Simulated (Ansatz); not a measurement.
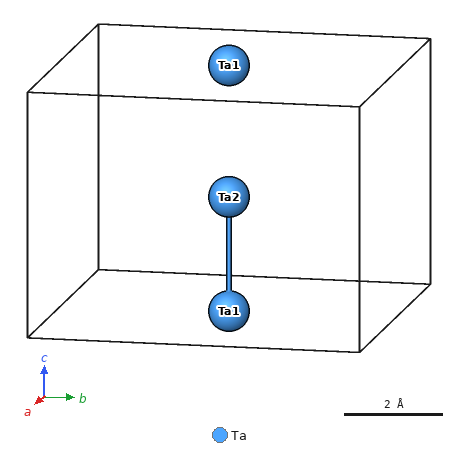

Starting structure of a wire of composition Ta. A ball-and-stick model of the cell of the calculation, with the vacuum cut short, seen slightly off an axis.

Case: dimerised chain of atoms.

These are results of DFT PBE, scalar-relativistic, plane waves, PAW (Ansatz 0.2.0), not measurements.

Input file:
```yaml
crystal:
  lattice:
    - [9.0, 0.0, 0.0]
    - [0.0, 9.3, 0.0]
    - [0.0, 0.0, 5.1734810491]
  atoms:
    - { symbol: Ta, position: [0.5, 0.5, 0.0], spin: 1.5 }
    - { symbol: Ta, position: [0.5, 0.5, 0.465], spin: 1.5 }
basis:
  ecutwfc: 420
kpoints:
  mp_grid: { grid: [1, 1, 13] }
hamiltonian:
  xc: pbe
scf:
  occupations: { method: gaussian, width: 0.05 }
output:
  forces: true
  stress: true
  eigenvalues: true
  populations: true
  write_density: true
  write_potential: true
  elf: true
  volumetric_format: npy
magnetization:
  spin_polarized: true
relax:
  adjacent_minimum: "off"
  f_tol: 0.01
  max_steps: 45
  cell: { fix: [a, b, alpha, beta, gamma], stress_tol: 0.03 }
```

Launched with:
```bash
ansatz run input.yaml --threads 2 --pin off --max-ram 5120MiB --backend cpu --events-out ev --progress --plain --runs-dir out
```

**What does the optimiser find from here?**

The largest moves relative to the layer's centre, 0.087 Å, are those of Ta1 and Ta2. Along the periodic axis the drawn cell goes c 5.173 → 5.007 Å (−3.2 %). Near-neighbour distances that change, for instance: Ta1–Ta2 2.406 → 2.155 Å, Ta1–Ta2 (another image) 2.768 → 2.852 Å. After 5 accepted moves (7 points after the start) the energy has fallen by 0.430 eV per cell of the calculation. The largest force component goes from 1.8 to 0.00065 eV/Å. The line search rejected the trial step at point 2 of the run. The SCF was repeated once at an unchanged geometry on a basis and grid sized afresh for the cell, which shifted the energy by 0.3 meV per cell of the calculation at most. Cost: 39 s on 2 threads of AMD EPYC 7R43 64-Core Processor (Zen 3) (shared host), peak memory 0.68 GiB.

The end point in the same view:

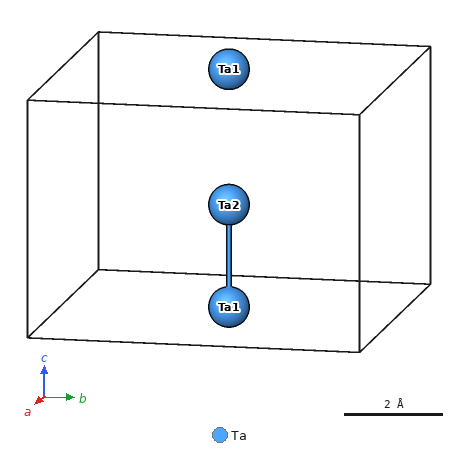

Limits of the set-up: the k-point mesh is coarse for a cell with partly filled bands.
